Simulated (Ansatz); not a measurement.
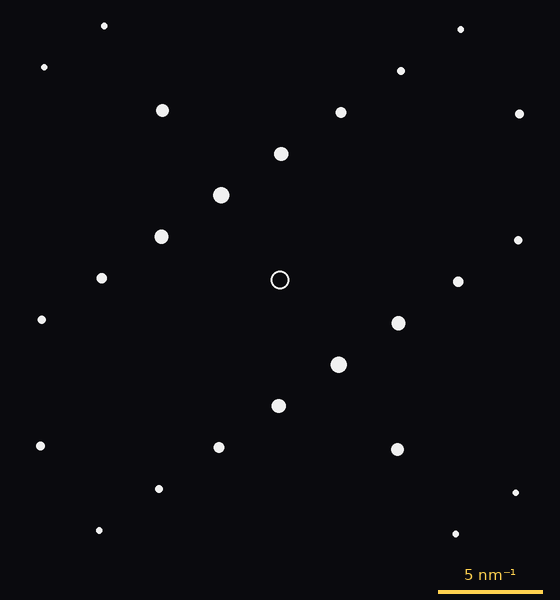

Simulated selected-area electron diffraction pattern (120 kV, kinematic approximation, thin crystal, B = 0.5 Å² for all atoms).

Phase: C, space group Pm-3n (No. 223), a = 4.03 Å. Structure: the input geometry of an electronic-structure calculation (not necessarily at equilibrium); the starting structure was generated, so it need not be a known form of this composition.

```
C
1.0
     4.02781    0.00000    0.00000
     0.00000    4.02781    0.00000
     0.00000    0.00000    4.02781
C
8
Cartesian
  0.0000 0.0000 0.0000
  2.0139 2.0139 2.0139
  1.0070 0.0000 2.0139
  3.0209 0.0000 2.0139
  2.0139 1.0070 0.0000
  2.0139 3.0209 0.0000
  0.0000 2.0139 1.0070
  0.0000 2.0139 3.0209
```

Question: Which low-index zone axis gives this pattern?

Answer: The spots form a rectangular net whose two shortest vectors correspond to d = 2.85 Å and 2.01 Å, 90.0° apart. They index as 1 -1 0 (itself too weak to see) and 0 0 2, so the zone axis is ±[110] (or an equivalent direction of <110>).

Question: Which reflections of this zone are missing, and why?

Answer: A glide plane extinguishes reflections such as 1 -1 -1, 1 -1 1, 2 -2 -1; a screw axis and a glide plane both extinguish reflections such as 0 0 1, 0 0 3, 0 0 5; reflections such as 1 -1 0, 2 -2 0, 1 -1 -4 are allowed but too weak to see at this display level.
